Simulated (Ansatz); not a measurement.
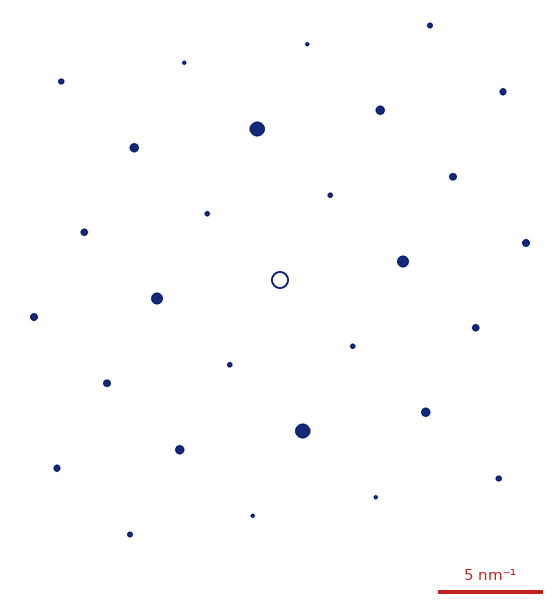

Computed electron diffraction pattern, 300 kV, single scattering only, B = 0.3 Å².

It belongs to Ir, space group P6_3/mmc (No. 194), a = 2.72 Å, c = 9.46 Å (hexagonal axes). Structure: coordinates from a relaxation with Ansatz 0.2.0, DFT PBE, scalar-relativistic, plane waves, PAW; the starting structure was generated, so it need not be a known form of this composition.

Question: Measure the pattern against the scale bar and name the zone.

Answer: The spots form a centred rectangular net with both shortest vectors at d = 2.11 Å, 78.3° apart. They index as 0 1 -2 (weak) and -1 1 2 (weak), so the zone axis is [421] (or an equivalent direction of <421>).
